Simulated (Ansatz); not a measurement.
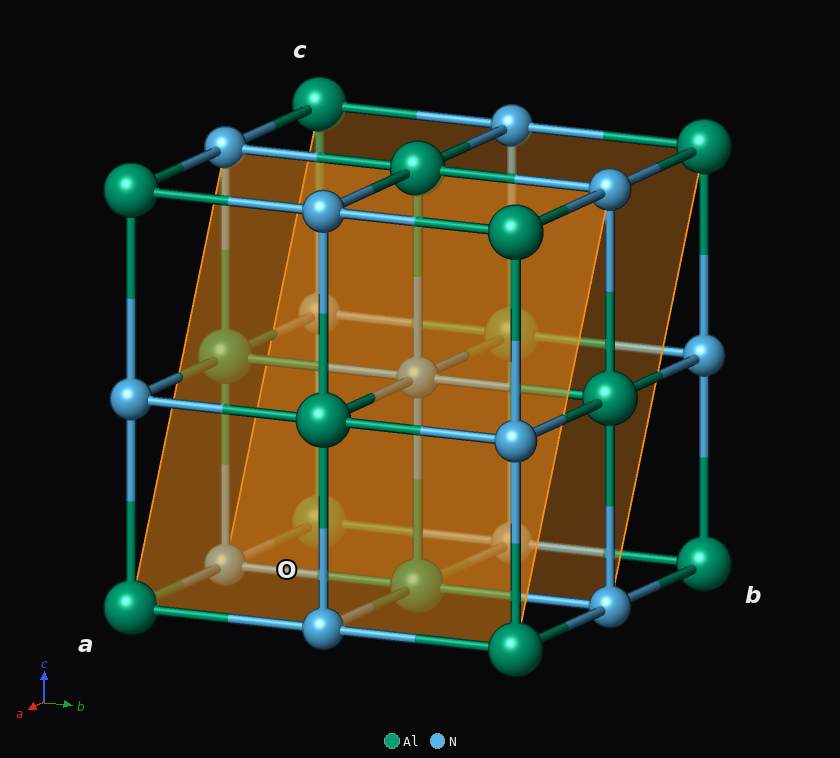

Crystal: AlN, the geometry relaxed with DFT PBE, scalar-relativistic, plane waves, PAW (Ansatz); the starting structure was generated, so it need not be a known form of this composition. Every member of one family of equally spaced planes, hx + ky + lz = a whole number, that cuts the unit cell is shaded (one member passes through the origin O, touching the cell only at an edge or corner). Symmetry computed with spglib at a tolerance of 0.002 Å; standard conventional cell.

a = 4.070 Å, b = 4.070 Å, c = 4.070 Å, α = 90.00°, β = 90.00°, γ = 90.00°.

Index the planes.

(2 0 1); the opposite sign names the same planes. The member next to the origin meets the axes a at 1/2, b never, c at 1.

What is the spacing?

d = 1.820 Å.

Which atoms of the cell lie in these planes (within 0.03 Å)?

2 of the 4 Al, 2 of the 4 N.
